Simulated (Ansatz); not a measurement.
Br

```
Br
1.0
     7.13889    0.00000    0.83814
     0.00000    4.03019    0.00000
    -1.00959    0.00000    8.46973
Br
8
Direct
  0.00008 0.65398 0.62010
  0.50008 0.15398 0.62010
  0.00025 0.15398 0.87990
  0.50025 0.65398 0.87990
  0.00025 0.34619 0.37990
  0.50025 0.84619 0.37990
  0.00008 0.84619 0.12010
  0.50008 0.34619 0.12010
```

Space group C2/c.

Computed with DFT PBEsol, scalar-relativistic, plane waves, PAW (Ansatz 0.2.0).

The density is the valence pseudo-density of a PAW calculation; it isn't the true density close to the nuclei.

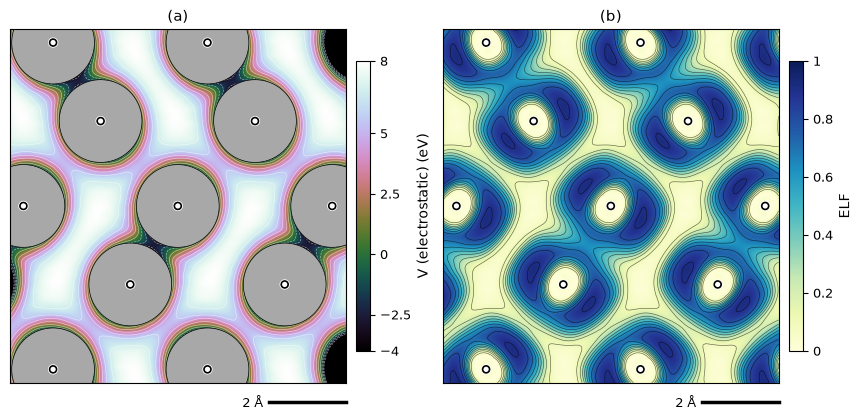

Figure 1. (a) electrostatic potential (local pseudopotential plus Hartree) felt by an electron; (b) ELF on the (100) plane of the standardised cell. Circles mark the nuclei in the plane (Br). Grey discs cover the atomic cores in the potential map.

**Describe what can be read from this map.**

Atoms in the plane: Br. Br–Br (2.40 Å): the ELF peaks at about 0.75 between the atoms. The ELF also peaks beside Br, away from the bonds: lone-pair regions. Outside the cores the potential energy rises away from the atoms and is highest about 2.0 Å from the nearest atoms; its zero is arbitrary.

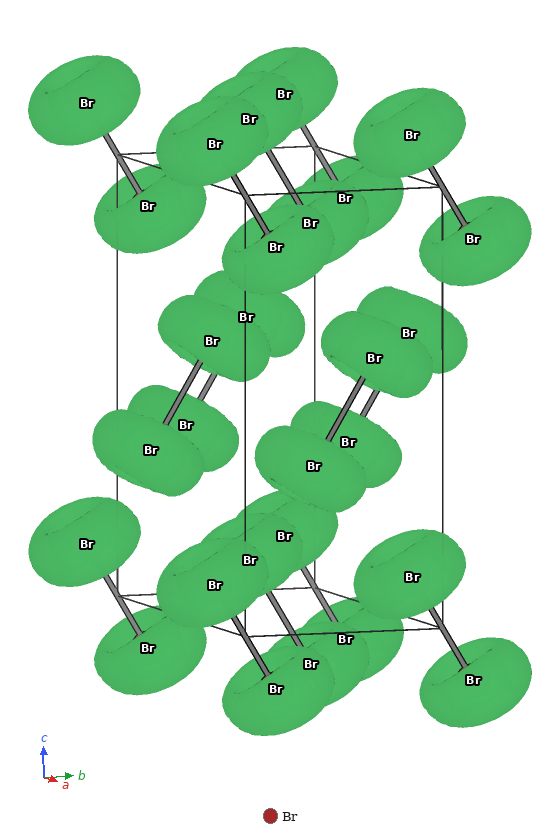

Figure 2. Isosurface of the electron localisation function at 0.85 (green), seen slightly off an axis. Only the valence region is drawn (cores and ρ < 0.01 e/Å³ removed). Sticks mark near contacts.

**What do the ELF domains correspond to?**

The surface consists of eight regions wrapped around Br (the valence shell of each), counted in one cell of 8 atoms. Any copies at cell faces, edges or corners count once.

**Metal or insulator at this level of theory?**

It is gapped, with a Kohn–Sham gap of 1.2 eV on the k-point mesh, an upper bound to the gap of this method.
